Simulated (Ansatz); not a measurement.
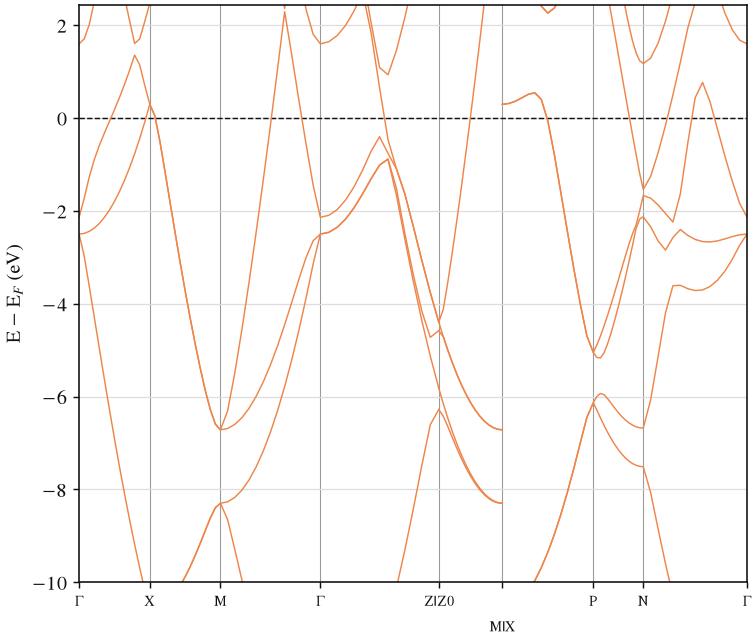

Band structure. Energies are counted from the Fermi level.

**Which Bravais lattice do the labels of the path belong to?**

A body-centred tetragonal lattice: the path Γ–X–M–Γ–Z|Z0–M|X–P–N–Γ runs through the special points of its Brillouin zone.

Structure: Si, space group I4_1/amd (No. 141), 2 atoms in the cell; a = 3.65 Å, b = 3.65 Å, c = 3.65 Å, α = 97.53°, β = 97.53°, γ = 137.57°.

Ansatz 0.2.0; DFT PBE, scalar-relativistic, plane waves, PAW, no spin polarisation, 18×18×18 k mesh, 420 eV cutoff.

**Does this material conduct, going by its bands?**

A metal: 3 bands cross the Fermi level along this path.

**On which lines of the path do bands cross the Fermi level?**

Bands cross the Fermi level on every line of the path.
